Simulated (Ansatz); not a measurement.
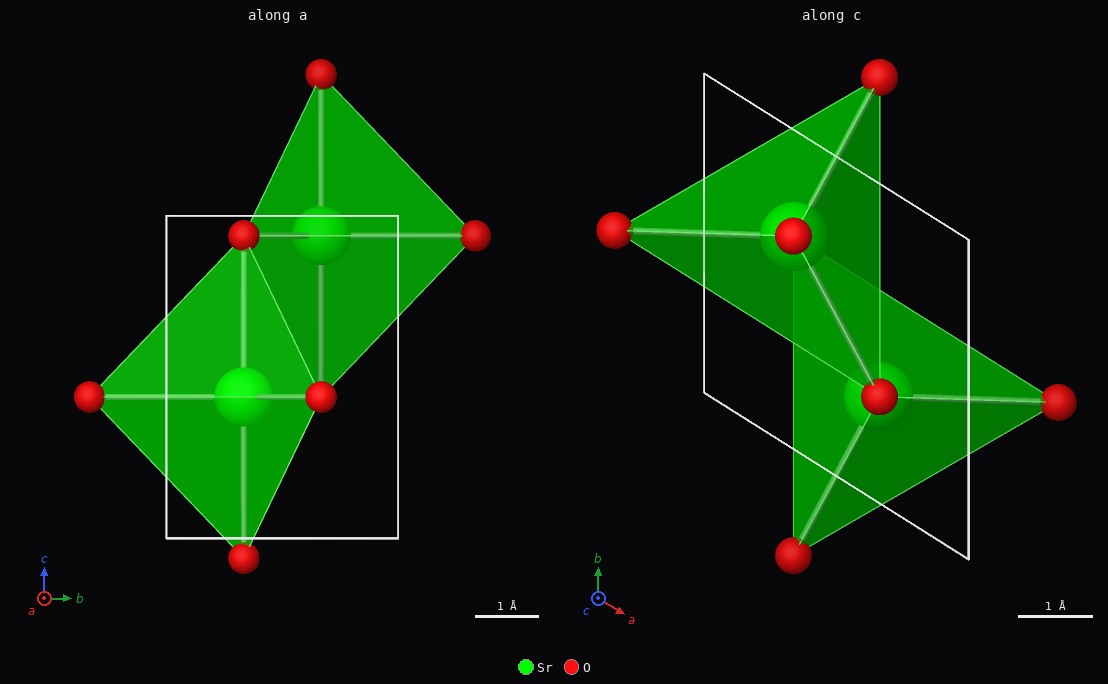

The figure gives a polyhedral picture of the atoms, viewed along the a axis and along the c axis. Atoms at the boundary of the simulation cell (the box) are drawn once for each face, edge or corner they touch. A few atoms beyond the faces are included.

Here is the input:
```yaml
crystal:
  lattice:
    - [4.2700192582, -0.1069639824, 0.0]
    - [-2.2276431552, 3.7514271435, 0.0]
    - [0.0, 0.0, 5.1444718063]
  atoms:
    - { symbol: Sr, position: [0.3413247368, 0.6672998537, 0.9375] }
    - { symbol: Sr, position: [0.6586752632, 0.3327001463, 0.4375] }
    - { symbol: O, position: [0.3373887353, 0.6668448145, 0.4375] }
    - { symbol: O, position: [0.6626112647, 0.3331551855, 0.9375] }
kpoints:
  mp_grid: { grid: [6, 6, 4] }
  band_path:
    path:
      - [0.0, 0.0, 0.0]
      - [0.5, 0.0, 0.0]
      - [0.3333333333, 0.3333333333, 0.0]
      - [0.0, 0.0, 0.5]
      - [0.5, 0.0, 0.5]
      - [0.3333333333, 0.3333333333, 0.5]
    npoints: 1
hamiltonian:
  xc: hse06
scf:
  occupations: { method: fixed }
  n_extra_bands: 5
output:
  forces: true
  stress: true
  eigenvalues: true
```
Run as:
```sh
ansatz run input.yaml --threads 4 --pin off --max-ram 4608MiB --backend cpu --events-out ev --progress --plain --runs-dir out
```

The calculation used DFT, HSE06, plane waves, PAW (Ansatz), with E_cut = 420 eV, a 6×6×4 k-point grid, no spin polarisation.

Q: What is the electronic character?

A: An insulator at this level, with a gap of 4.00 eV, direct.

Q: Which way would the volume go on relaxing?

A: The computed pressure is -0.4 GPa (stretched: it would shrink).

The structure was taken from a structure listed in the Materials Project. The cell was then strained or its atoms displaced on purpose. An electronic-structure calculation with Ansatz was run on it.
